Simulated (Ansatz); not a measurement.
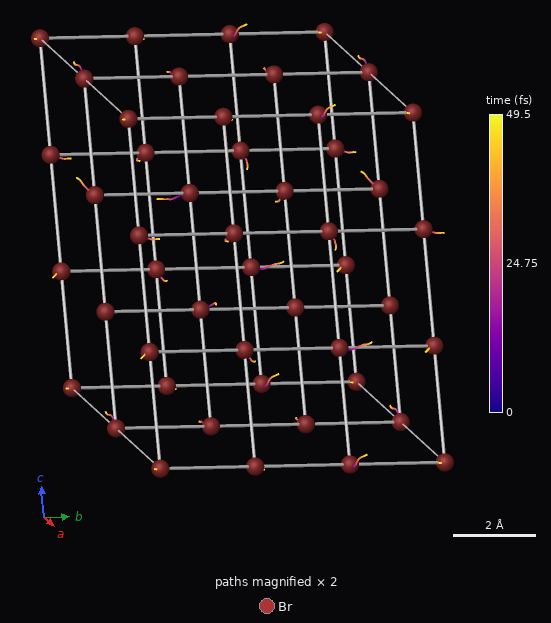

A Born-Oppenheimer molecular dynamics run of an 18-atom cell of Br (set up in I4/mmm), 50 fs long. Lines trace each atom's path, coloured by time; spheres stand at the starting positions. The excursions are magnified 2 times. Seen slightly off an axis in the simulation cell.

Computed with Ansatz, DFT PBEsol, scalar-relativistic, plane waves, PAW. Settings: plane-wave cutoff 420 eV; k-point mesh 2 × 2 × 2; Fermi-Dirac smearing 0.103 eV; volume 1.04 times that of the relaxed crystal; Langevin thermostat (NVT); set temperature 1200 K; time step 1.5 fs; friction 0.02 per fs.

Q: What do the traces tell about the motion?

A: Root-mean-square distances from the starting positions over the second half, with the common drift of all atoms taken out: Br 0.19 Å. The run lasts only 50 fs, too short to tell vibration from diffusion.
